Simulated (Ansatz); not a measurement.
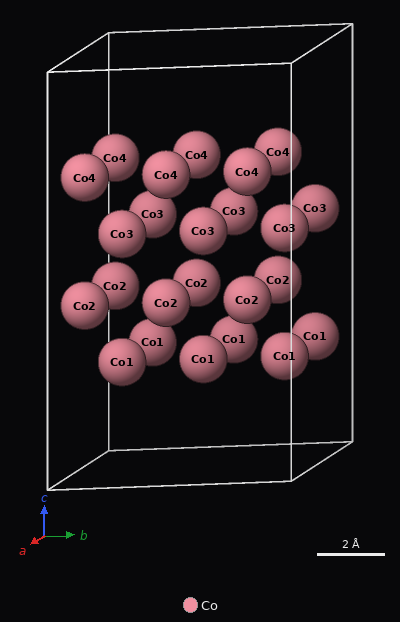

*The starting structure (spheres-only view of the 2 × 3 repeat of the cell, with the vacuum cut short, seen slightly off an axis; atoms are numbered from 1 in the order of the input). An atom can appear more than once, as a periodic image.*

# Run report: Co, geometry relaxation (part 1 of 3)

The run: geometry relaxation of Co (slab, 4 atoms in the cell). Method and program: DFT PBEsol, scalar-relativistic, plane waves, PAW, spin-polarised (Ansatz 0.2.0).

The structure derives from a Materials Project entry. The input holds or restrains some coordinates. Forces given for the steps count only the free coordinates. It belongs to a series of runs on one base structure; here: clean slab, lower half held. Figures and captions count atoms from 1; the log counts them from 0 in places.

Input file:
```yaml
crystal:
  lattice:
    - [2.4564188984, 0.0, 0.0]
    - [-1.2282094492, 2.1273211683, 0.0]
    - [0.0, 0.0, 22.954261158]
  atoms:
    - { symbol: Co, position: [0.3333333333, 0.6666666667, 0.370301616], spin: 1.8 }
    - { symbol: Co, position: [0.6666666667, 0.3333333333, 0.4567687884], spin: 1.8 }
    - { symbol: Co, position: [0.3333333333, 0.6666666667, 0.5432312116], spin: 1.8 }
    - { symbol: Co, position: [0.6666666667, 0.3333333333, 0.629698384], spin: 1.8 }
basis:
  ecutwfc: 420
kpoints:
  mp_grid: { grid: [12, 12, 1] }
hamiltonian:
  xc: pbesol
scf:
  occupations: { method: gaussian, width: 0.1 }
output:
  forces: true
  eigenvalues: true
  populations: true
  write_density: true
  write_potential: true
  elf: true
  volumetric_format: npy
magnetization:
  spin_polarized: true
relax:
  adjacent_minimum: "off"
  f_tol: 0.03
  max_steps: 70
  constraints: [{ sites: [0, 1] }]
efield:
  axis: 3
  dipole_correction: true
  ramp_width: 0.04
```

Command:
```bash
ansatz run input.yaml --threads 2 --pin off --max-ram 5120MiB --backend cpu --events-out ev --progress --plain --runs-dir out
```

What the program printed:
```
Engine: ansatz 0.2.0, x86_64-unknown-linux-gnu
Pseudopotentials: kind: paw
Pseudopotential: Co, paw, valence charge 17, recommended cutoff 420 eV (normal), Co.paw.azcp
Functional definition: PBEsol
  exchange = pbesol_x
  correlation = pbesol_c
Crystal: 4 atoms, lattice volume = 119.950 Å³
Basis set: ecut = 420 eV, 2255 PW (Γ), exchange–correlation on 36×36×320 points (8 copies of the dense FFT grid, shifted against one another)
Bands: 46, of which v1, the nominal top of the filled ones, is band 34 counted from 1 (33 counted from 0)
Symmetry: 6 space group operations
k-points: 19 of 144 (time reversal used)
Non-local potential: Co, projectors of the file, l = 0: 3, l = 1: 2, l = 2: 3, l = 3: 1
PAW form: soft (Blöchl's): semilocal exchange-correlation on the pseudo side does not see the compensation charge
PAW frozen core: Co, regenerated for the run's functional, and the local potential with it (the file was generated under x = pbe(κ = 0.804, μ = 0.2195149727645171), c = pbe(β = 0.06672455060314922))
PAW one-centre angular grid: Co, 590 points (default); XC on 64 Gauss nodes
Initial density: superposition of atomic densities (neutral atoms: chi_scale 0, normalization atom)
Starting moments: Σ|m| = 7.2 μB on 4 of 4 sites
Initial wavefunctions: pseudopotential atomic-orbital guess
Functional: x = pbesol(κ = 0.804, μ = 0.12345679012345678), c = pbesol(β = 0.046)
SCF iter   1: F=—  HF=-20369.082242 eV  |F-HF|=—  |Δ(HF+E_count)|=         —  Δρ=5.77e-2 (↑1.98e-2 ↓5.77e-2)  dr2=6.99e0  dr2_m=4.88e-1  M=6.935 μB ∫|m|=7.160 μB  β_m=1.00  ethr=3.10e-3  p=0.000 e·Å  D=8.65e-14 V/Å  ΔV_dip=-0.00 eV  dr2_dipole=2.19e-7  V_vac-E_F(+/−)=7.64/7.64 eV  ⟨swp⟩=11.8  Hψ=9702  notcnv=0  defer=20
Mixer restart at iter 1: flushing history
efield: sawtooth ramp at fractional position 0.9800 (placed from the atoms, in the widest stretch of the axis that holds none; the zero of the levels goes with the place), width 0.0400; the density the first Hamiltonian is built on has a dipole p = 0.000 e·Å; the dipole correction subtracts the counter field D = 8.65e-14 V/Å, which shifts the + side's vacuum level by -0.00 eV against the − side's; the planar-averaged density in the ramp window peaks in size at 1.2e-5 e/Å³
preconditioner: auto → LDOS  [metal: Δε(μ)=0.030 eV  Ē_g=7.926 eV  σ=0.100 eV  W_gap=0.17  n_scr=18 (ndim 8)  ℏωp=20.3 eV  f_vac=0.587  D(μ)=2.90/eV (n_scr^D=14)]
spin=Collinear: LDOS preconditioning applied to the charge; magnetization (m = ρ↑ − ρ↓) channel mixes plain (no charge-response kernel on spin).
SCF iter   2: F=—  HF=-20367.431342 eV  |F-HF|=—  |Δ(HF+E_count)|=    1.65e0  Δρ=1.44e-2 (↑1.44e-2 ↓7.15e-3)  dr2=4.58e-1  dr2_m=7.00e-2  M=6.944 μB ∫|m|=7.408 μB  β_m=0.32  ethr=3.10e-3  p=-0.000 e·Å  D=-7.13e-5 V/Å  ΔV_dip=0.00 eV  dr2_dipole=8.36e-7  V_vac-E_F(+/−)=6.67/6.67 eV  ⟨swp⟩=3.1  Hψ=3798  notcnv=0  defer=153
density mixer auto → msr1: a metal under ldos (density of states about μ 3.02 of a free-electron gas's, 18 screened modes)
SCF iter   3: F=—  HF=-20368.704945 eV  |F-HF|=—  |Δ(HF+E_count)|=    1.27e0  Δρ=6.70e-3 (↑6.70e-3 ↓5.76e-3)  dr2=1.05e-1  dr2_m=2.87e-2  M=6.939 μB ∫|m|=7.407 μB  β_m=0.50  ethr=6.74e-4  p=-0.000 e·Å  D=-5.26e-5 V/Å  ΔV_dip=0.00 eV  dr2_dipole=9.52e-8  V_vac-E_F(+/−)=6.10/6.10 eV  ⟨swp⟩=2.8  Hψ=3207  notcnv=0  defer=158
SCF iter   4: F=—  HF=-20370.020584 eV  |F-HF|=—  |Δ(HF+E_count)|=         —  Δρ=3.80e-3 (↑3.80e-3 ↓2.98e-3)  dr2=4.44e-2  dr2_m=1.35e-3  M=6.886 μB ∫|m|=7.395 μB  β_m=0.50  ethr=1.55e-4  p=-0.000 e·Å  D=-5.16e-6 V/Å  ΔV_dip=0.00 eV  dr2_dipole=1.56e-8  V_vac-E_F(+/−)=5.45/5.45 eV  ⟨swp⟩=3.1  Hψ=3549  notcnv=0  defer=158
SCF iter   5: F=—  HF=-20370.209280 eV  |F-HF|=—  |Δ(HF+E_count)|=   1.89e-1  Δρ=2.78e-3 (↑1.95e-3 ↓2.78e-3)  dr2=1.73e-2  dr2_m=1.00e-3  M=6.825 μB ∫|m|=7.342 μB  β_m=0.75  ethr=6.53e-5  p=-0.000 e·Å  D=-2.32e-6 V/Å  ΔV_dip=0.00 eV  dr2_dipole=2.81e-8  V_vac-E_F(+/−)=5.32/5.32 eV  ⟨swp⟩=2.2  Hψ=3061  notcnv=0  defer=159
SCF iter   6: F=—  HF=-20370.281479 eV  |F-HF|=—  |Δ(HF+E_count)|=   7.22e-2  Δρ=1.76e-3 (↑1.05e-3 ↓1.76e-3)  dr2=4.77e-3  dr2_m=7.65e-4  M=6.750 μB ∫|m|=7.290 μB  β_m=0.87  ethr=2.55e-5  p=0.000 e·Å  D=1.72e-5 V/Å  ΔV_dip=-0.00 eV  dr2_dipole=2.76e-7  V_vac-E_F(+/−)=5.20/5.20 eV  ⟨swp⟩=2.6  Hψ=3408  notcnv=0  defer=160
SCF iter   7: F=—  HF=-20370.287723 eV  |F-HF|=—  |Δ(HF+E_count)|=   6.24e-3  Δρ=1.28e-3 (↑1.28e-3 ↓1.21e-3)  dr2=5.44e-3  dr2_m=7.61e-5  M=6.719 μB ∫|m|=7.274 μB  β_m=0.68  ethr=7.01e-6  p=-0.000 e·Å  D=-4.01e-5 V/Å  ΔV_dip=0.00 eV  dr2_dipole=2.08e-6  V_vac-E_F(+/−)=5.18/5.18 eV  ⟨swp⟩=2.7  Hψ=3434  notcnv=0  defer=161
SCF iter   8: F=—  HF=-20370.286777 eV  |F-HF|=—  |Δ(HF+E_count)|=   9.46e-4  Δρ=2.09e-4 (↑1.47e-4 ↓2.09e-4)  dr2=5.40e-5  dr2_m=1.60e-5  M=6.716 μB ∫|m|=7.272 μB  β_m=0.67  ethr=7.01e-6  p=0.000 e·Å  D=1.06e-5 V/Å  ΔV_dip=-0.00 eV  dr2_dipole=1.82e-7  V_vac-E_F(+/−)=5.16/5.16 eV  ⟨swp⟩=2.6  Hψ=3084  notcnv=0  defer=162
SCF iter   9: F=—  HF=-20370.286838 eV  |F-HF|=—  |Δ(HF+E_count)|=   6.06e-5  Δρ=5.61e-5 (↑5.61e-5 ↓5.50e-5)  dr2=7.29e-6  dr2_m=2.78e-6  M=6.713 μB ∫|m|=7.272 μB  β_m=0.70  ethr=7.94e-8  p=-0.000 e·Å  D=-7.37e-6 V/Å  ΔV_dip=0.00 eV  dr2_dipole=1.68e-8  V_vac-E_F(+/−)=5.16/5.16 eV  ⟨swp⟩=3.1  Hψ=3230  notcnv=0  defer=162
SCF iter  10: F=-20370.286847 eV  HF=-20370.286855 eV  |F-HF|=7.76e-6  |Δ(HF+E_count)|=   1.73e-5  Δρ=6.34e-5 (↑3.04e-5 ↓6.34e-5)  dr2=8.94e-6  dr2_m=5.68e-7  M=6.711 μB ∫|m|=7.272 μB  ethr=1.07e-8  p=0.000 e·Å  D=8.82e-6 V/Å  ΔV_dip=-0.00 eV  dr2_dipole=4.89e-7  V_vac-E_F(+/−)=5.15/5.15 eV  ⟨swp⟩=20.4  Hψ=18242  notcnv=0
SCF 1 converged in 10 iterations: F = -20370.286847 eV  dr2 = 8.94e-6
  greatest PAW one-centre occupation: 1.002 electrons in one spin orbital (limit 2), on the Co atom at site 3 (counted from 0), in its partial waves of l = 1
relax step   1: F+E_penalty+E_count = -20370.28684714 eV  Δ(F+E_penalty+E_count) = +0.000e0 eV  max|allowed force component| = 6.150e-1 eV/Å  Δτ_max = 0.0000 Å  (10 SCF iters, dr2 threshold 2.25e-5 eV, accepted)
Initial density: handed on by an earlier stage of this run
Starting moments: Σ|m| = 7.2 μB on 4 of 4 sites; this step starts from the density that it was given
Initial wavefunctions: those handed on with the density
iter 1 solved again at ethr=6.23e-6 eV; its pass at ethr=3.10e-3 eV (dr2=4.24e-3 eV) is discarded
SCF iter   1: F=—  HF=-20370.298060 eV  |F-HF|=—  |Δ(HF+E_count)|=         —  Δρ=1.33e-3 (↑9.86e-4 ↓1.33e-3)  dr2=3.86e-3  dr2_m=1.03e-3  M=6.721 μB ∫|m|=7.276 μB  β_m=1.00  ethr=6.23e-6  p=0.000 e·Å  D=7.24e-6 V/Å  ΔV_dip=-0.00 eV  dr2_dipole=2.35e-4  V_vac-E_F(+/−)=5.15/5.15 eV  ⟨swp⟩=2.4  Hψ=5209  notcnv=0  defer=167
efield: sawtooth ramp at fractional position 0.9800 (handed on by an earlier solve), width 0.0400; the density the first Hamiltonian is built on has a dipole p = 0.000 e·Å; the dipole correction subtracts the counter field D = 7.24e-6 V/Å, which shifts the + side's vacuum level by -0.00 eV against the − side's; the planar-averaged density in the ramp window peaks in size at 7.4e-6 e/Å³
preconditioner: auto → LDOS  [metal: Δε(μ)=0.013 eV  Ē_g=7.574 eV  σ=0.100 eV  W_gap=0.07  n_scr=12 (ndim 8)  ℏωp=20.3 eV  f_vac=0.596  D(μ)=3.81/eV (n_scr^D=16)]
spin=Collinear: LDOS preconditioning applied to the charge; magnetization (m = ρ↑ − ρ↓) channel mixes plain (no charge-response kernel on spin).
SCF iter   2: F=—  HF=-20370.297324 eV  |F-HF|=—  |Δ(HF+E_count)|=   7.36e-4  Δρ=2.85e-4 (↑2.47e-4 ↓2.85e-4)  dr2=8.56e-4  dr2_m=3.71e-6  M=6.721 μB ∫|m|=7.276 μB  β_m=0.32  ethr=5.68e-6  p=0.000 e·Å  D=5.77e-4 V/Å  ΔV_dip=-0.01 eV  dr2_dipole=3.07e-4  V_vac-E_F(+/−)=5.14/5.15 eV  ⟨swp⟩=2.0  Hψ=2306  notcnv=0  defer=167
density mixer auto → msr1: a metal under ldos (density of states about μ 2.82 of a free-electron gas's, 18 screened modes)
SCF iter   3: F=—  HF=-20370.297328 eV  |F-HF|=—  |Δ(HF+E_count)|=   3.29e-6  Δρ=2.35e-4 (↑2.35e-4 ↓1.42e-4)  dr2=2.96e-4  dr2_m=1.10e-5  M=6.720 μB ∫|m|=7.276 μB  β_m=0.45  ethr=1.26e-6  p=0.001 e·Å  D=8.53e-4 V/Å  ΔV_dip=-0.02 eV  dr2_dipole=9.26e-5  V_vac-E_F(+/−)=5.13/5.15 eV  ⟨swp⟩=1.9  Hψ=2125  notcnv=0  defer=167
SCF iter   4: F=—  HF=-20370.297382 eV  |F-HF|=—  |Δ(HF+E_count)|=   5.46e-5  Δρ=1.20e-4 (↑1.19e-4 ↓1.20e-4)  dr2=1.67e-4  dr2_m=1.13e-5  M=6.719 μB ∫|m|=7.275 μB  β_m=0.54  ethr=4.35e-7  p=0.001 e·Å  D=7.78e-4 V/Å  ΔV_dip=-0.02 eV  dr2_dipole=6.17e-5  V_vac-E_F(+/−)=5.14/5.15 eV  ⟨swp⟩=1.8  Hψ=2147  notcnv=0  defer=167
SCF iter   5: F=—  HF=-20370.297413 eV  |F-HF|=—  |Δ(HF+E_count)|=   3.03e-5  Δρ=1.29e-4 (↑1.29e-4 ↓8.98e-5)  dr2=2.27e-6  dr2_m=1.25e-5  M=6.718 μB ∫|m|=7.275 μB  β_m=0.77  ethr=2.45e-7  p=0.001 e·Å  D=8.31e-4 V/Å  ΔV_dip=-0.02 eV  dr2_dipole=1.77e-8  V_vac-E_F(+/−)=5.14/5.16 eV  ⟨swp⟩=2.4  Hψ=2491  notcnv=0  defer=167
SCF iter   6: F=—  HF=-20370.297425 eV  |F-HF|=—  |Δ(HF+E_count)|=   1.22e-5  Δρ=8.27e-5 (↑8.27e-5 ↓3.48e-5)  dr2=1.03e-5  dr2_m=1.02e-6  M=6.717 μB ∫|m|=7.274 μB  β_m=0.67  ethr=3.33e-9  p=0.001 e·Å  D=8.68e-4 V/Å  ΔV_dip=-0.02 eV  dr2_dipole=4.44e-8  V_vac-E_F(+/−)=5.14/5.16 eV  ⟨swp⟩=3.0  Hψ=3768  notcnv=0  defer=167
SCF iter   7: F=—  HF=-20370.297423 eV  |F-HF|=—  |Δ(HF+E_count)|=   2.35e-6  Δρ=8.68e-5 (↑3.21e-5 ↓8.68e-5)  dr2=3.10e-5  dr2_m=1.12e-6  M=6.717 μB ∫|m|=7.274 μB  β_m=0.60  ethr=3.33e-9  p=0.001 e·Å  D=8.62e-4 V/Å  ΔV_dip=-0.02 eV  dr2_dipole=4.51e-6  V_vac-E_F(+/−)=5.14/5.16 eV  ⟨swp⟩=2.8  Hψ=3093  notcnv=0  defer=167
SCF iter   8: F=-20370.297412 eV  HF=-20370.297422 eV  |F-HF|=9.72e-6  |Δ(HF+E_count)|=   4.02e-7  Δρ=4.61e-5 (↑1.11e-5 ↓4.61e-5)  dr2=8.80e-6  dr2_m=3.63e-7  M=6.717 μB ∫|m|=7.274 μB  ethr=3.33e-9  p=0.001 e·Å  D=8.50e-4 V/Å  ΔV_dip=-0.02 eV  dr2_dipole=1.39e-6  V_vac-E_F(+/−)=5.14/5.16 eV  ⟨swp⟩=17.5  Hψ=15855  notcnv=0
SCF 2 converged in 8 iterations: F = -20370.297412 eV  dr2 = 8.80e-6
relax step   2: F+E_penalty+E_count = -20370.29741244 eV  Δ(F+E_penalty+E_count) = -1.057e-2 eV  max|allowed force component| = 4.139e-1 eV/Å  Δτ_max = 0.0138 Å  (8 SCF iters, dr2 threshold 2.36e-5 eV, accepted)
SCF iter   1: F=—  HF=-20370.307317 eV  |F-HF|=—  |Δ(HF+E_count)|=         —  Δρ=2.70e-3 (↑1.99e-3 ↓2.70e-3)  dr2=1.63e-2  dr2_m=5.02e-3  M=6.735 μB ∫|m|=7.281 μB  β_m=1.00  ethr=2.42e-4  p=0.001 e·Å  D=8.47e-4 V/Å  ΔV_dip=-0.02 eV  dr2_dipole=1.48e-4  V_vac-E_F(+/−)=5.13/5.15 eV  ⟨swp⟩=4.1  Hψ=3753  notcnv=0  defer=167
efield: sawtooth ramp at fractional position 0.9800 (handed on by an earlier solve), width 0.0400; the density the first Hamiltonian is built on has a dipole p = 0.001 e·Å; the dipole correction subtracts the counter field D = 8.47e-4 V/Å, which shifts the + side's vacuum level by -0.02 eV against the − side's; the planar-averaged density in the ramp window peaks in size at 1.1e-5 e/Å³
preconditioner: auto → LDOS  [metal: Δε(μ)=0.030 eV  Ē_g=7.590 eV  σ=0.100 eV  W_gap=0.17  n_scr=18 (ndim 8)  ℏωp=20.3 eV  f_vac=0.598  D(μ)=3.49/eV (n_scr^D=16)]
spin=Collinear: LDOS preconditioning applied to the charge; magnetization (m = ρ↑ − ρ↓) channel mixes plain (no charge-response kernel on spin).
SCF iter   2: F=—  HF=-20370.304757 eV  |F-HF|=—  |Δ(HF+E_count)|=   2.56e-3  Δρ=6.36e-4 (↑5.51e-4 ↓6.36e-4)  dr2=1.52e-3  dr2_m=7.96e-6  M=6.734 μB ∫|m|=7.281 μB  β_m=0.32  ethr=2.39e-5  p=0.001 e·Å  D=1.71e-3 V/Å  ΔV_dip=-0.04 eV  dr2_dipole=1.06e-5  V_vac-E_F(+/−)=5.12/5.16 eV  ⟨swp⟩=2.0  Hψ=2663  notcnv=0  defer=166
density mixer auto → msr1: a metal under ldos (density of states about μ 2.79 of a free-electron gas's, 18 screened modes)
SCF iter   3: F=—  HF=-20370.304827 eV  |F-HF|=—  |Δ(HF+E_count)|=   6.96e-5  Δρ=4.37e-4 (↑4.37e-4 ↓2.55e-4)  dr2=2.11e-4  dr2_m=5.07e-5  M=6.733 μB ∫|m|=7.281 μB  β_m=0.48  ethr=2.24e-6  p=0.001 e·Å  D=2.07e-3 V/Å  ΔV_dip=-0.05 eV  dr2_dipole=3.09e-6  V_vac-E_F(+/−)=5.11/5.16 eV  ⟨swp⟩=2.1  Hψ=2482  notcnv=0  defer=166
SCF iter   4: F=—  HF=-20370.305108 eV  |F-HF|=—  |Δ(HF+E_count)|=   2.81e-4  Δρ=1.59e-4 (↑1.31e-4 ↓1.59e-4)  dr2=1.01e-4  dr2_m=6.85e-6  M=6.733 μB ∫|m|=7.281 μB  β_m=0.50  ethr=3.10e-7  p=0.001 e·Å  D=2.05e-3 V/Å  ΔV_dip=-0.05 eV  dr2_dipole=2.40e-5  V_vac-E_F(+/−)=5.12/5.16 eV  ⟨swp⟩=2.1  Hψ=3058  notcnv=0  defer=166
SCF iter   5: F=—  HF=-20370.305156 eV  |F-HF|=—  |Δ(HF+E_count)|=   4.87e-5  Δρ=1.12e-4 (↑8.09e-5 ↓1.12e-4)  dr2=5.79e-6  dr2_m=7.97e-6  M=6.732 μB ∫|m|=7.281 μB  β_m=0.75  ethr=1.49e-7  p=0.001 e·Å  D=2.18e-3 V/Å  ΔV_dip=-0.05 eV  dr2_dipole=6.22e-7  V_vac-E_F(+/−)=5.12/5.17 eV  ⟨swp⟩=2.1  Hψ=2411  notcnv=0  defer=166
SCF iter   6: F=—  HF=-20370.305179 eV  |F-HF|=—  |Δ(HF+E_count)|=   2.26e-5  Δρ=1.06e-4 (↑6.41e-5 ↓1.06e-4)  dr2=1.26e-5  dr2_m=3.93e-6  M=6.733 μB ∫|m|=7.281 μB  β_m=0.87  ethr=8.52e-9  p=0.001 e·Å  D=2.22e-3 V/Å  ΔV_dip=-0.05 eV  dr2_dipole=6.09e-8  V_vac-E_F(+/−)=5.11/5.17 eV  ⟨swp⟩=3.0  Hψ=3613  notcnv=0  defer=166
SCF iter   7: F=—  HF=-20370.305182 eV  |F-HF|=—  |Δ(HF+E_count)|=   3.33e-6  Δρ=8.12e-5 (↑7.91e-5 ↓8.12e-5)  dr2=1.71e-5  dr2_m=2.40e-7  M=6.732 μB ∫|m|=7.280 μB  β_m=0.71  ethr=8.52e-9  p=0.002 e·Å  D=2.32e-3 V/Å  ΔV_dip=-0.05 eV  dr2_dipole=3.08e-7  V_vac-E_F(+/−)=5.11/5.17 eV  ⟨swp⟩=3.0  Hψ=3365  notcnv=0  defer=166
SCF iter   8: F=-20370.305174 eV  HF=-20370.305178 eV  |F-HF|=4.83e-6  |Δ(HF+E_count)|=   3.83e-6  Δρ=4.28e-5 (↑2.00e-5 ↓4.28e-5)  dr2=4.81e-6  dr2_m=1.89e-7  M=6.732 μB ∫|m|=7.281 μB  ethr=8.52e-9  p=0.002 e·Å  D=2.35e-3 V/Å  ΔV_dip=-0.05 eV  dr2_dipole=4.66e-7  V_vac-E_F(+/−)=5.11/5.17 eV  ⟨swp⟩=18.5  Hψ=17390  notcnv=0
SCF 3 converged in 8 iterations: F = -20370.305174 eV  dr2 = 4.81e-6
relax step   3: F+E_penalty+E_count = -20370.30517357 eV  Δ(F+E_penalty+E_count) = -7.761e-3 eV  max|allowed force component| = 3.659e-2 eV/Å  Δτ_max = 0.0348 Å  (8 SCF iters, dr2 threshold 1.07e-5 eV, accepted)
```
